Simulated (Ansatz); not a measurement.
W (P6_3/mmc, No. 194): the geometry given to an electronic-structure calculation, possibly off equilibrium; the starting structure was generated, so it need not be a known form of this composition.

```yaml
crystal:
  lattice:
    - [2.80354, 0.00000, 0.00000]
    - [-1.40177, 2.42794, 0.00000]
    - [0.00000, 0.00000, 5.03110]
  atoms:
    - { symbol: W, position: [0.33333, 0.66667, 0.25000] }
    - { symbol: W, position: [0.66667, 0.33333, 0.75000] }
```

What will a Z-contrast image along [001] show? Simulation: incoherent imaging, intensity Z^1.7 per atom, probe width 1.14 Å, thin sample. Shot noise and the speckle of an amorphous layer were added.

The columns repeat on a hexagonal net with a repeat of 2.80 Å (plane group p6mm). All columns are alike (W). The shortest distance between visible columns is 1.62 Å in projection. Along the beam the structure repeats every 5.03 Å.

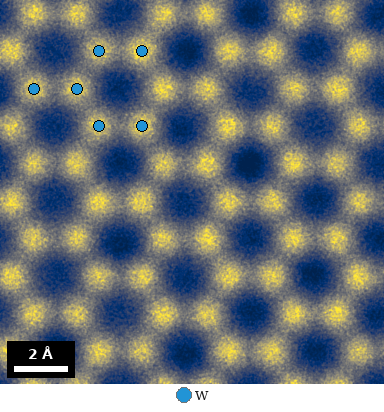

The simulated image, with the columns of the model marked in one corner.
